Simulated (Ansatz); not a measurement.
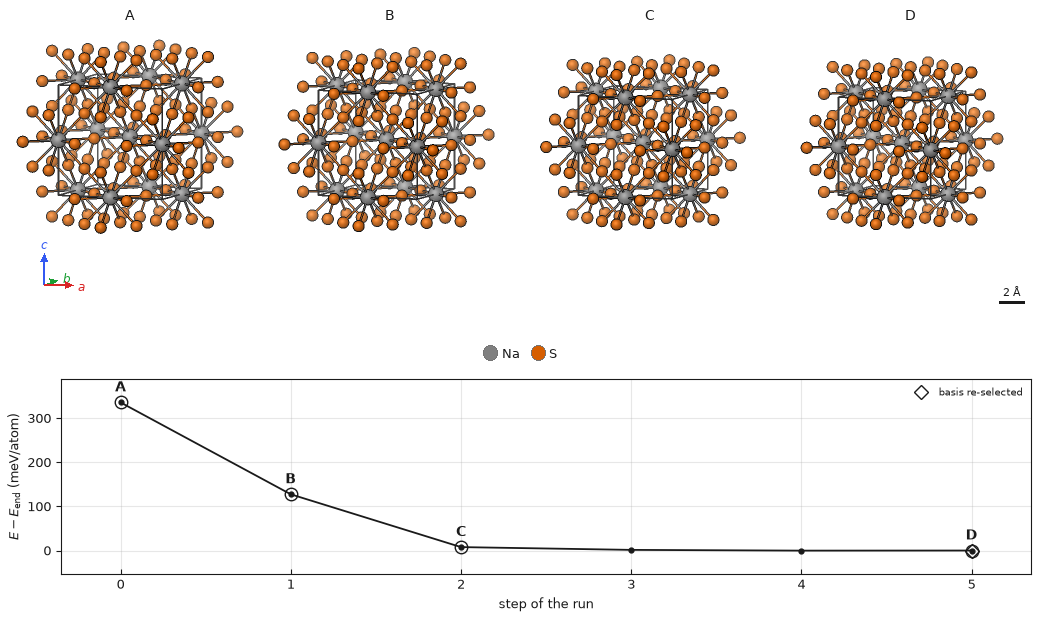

Frames of a relaxation of solid NaS6 (a generated structure, set up in Fm-3m) (coarse preliminary run), marked on the history of the run. Style: ball-and-stick. Shown: the conventional cell (4 times the calculation's cell), slightly off an axis. Lengths and directions refer to the drawn axes.

Computed with Ansatz 0.2.0, DFT PBE, scalar-relativistic, plane waves, PAW. (plane-wave cutoff 420 eV; k-point mesh 4 × 4 × 4; occupations gaussian; smearing width 0.1 eV; no spin polarisation; cell and atoms relaxed; force threshold 0.04 eV/Å; at most 70 steps)

**What happens along the run?**

No atom moves by more than 0.005 Å relative to the cell. The drawn cell changes as follows: a = b = c 8.977 → 7.976 Å (−11.1 %); the volume changes by −29.9 %. Near-neighbour distances that change, for instance: S–S 3.174 → 2.820 Å, Na–S 3.174 → 2.820 Å. The space group stays Fm-3m (No. 225). After 4 accepted moves (5 points after the start) the energy has fallen by 336 meV per atom. All forces vanish by symmetry, so only the cell relaxes. The pressure goes from −9.91 to −0.10 GPa. The SCF was repeated once at an unchanged geometry on a basis and grid sized afresh for the cell, which shifted the energy by 0.2 meV per atom at most. From step 0 to 1: volume −13.9 %, energy −208 meV per atom. From step 1 to 2: volume −14.6 %, energy −120 meV per atom. From step 2 to 5: volume −4.6 %, energy −7.8 meV per atom.

| step | E − E(0), meV/atom | pressure, GPa | volume, Å³/atom | note |
| --- | --- | --- | --- | --- |
| 0 | 0.00 | -9.91 | 25.837 |  |
| 1 | -208.21 | -8.17 | 22.240 |  |
| 2 | -327.86 | -2.72 | 18.993 |  |
| 3 | -334.16 | 1.42 | 17.703 |  |
| 4 | -335.84 | -0.11 | 18.124 |  |
| 5 | -335.63 | -0.10 | 18.124 | same geometry, new basis |
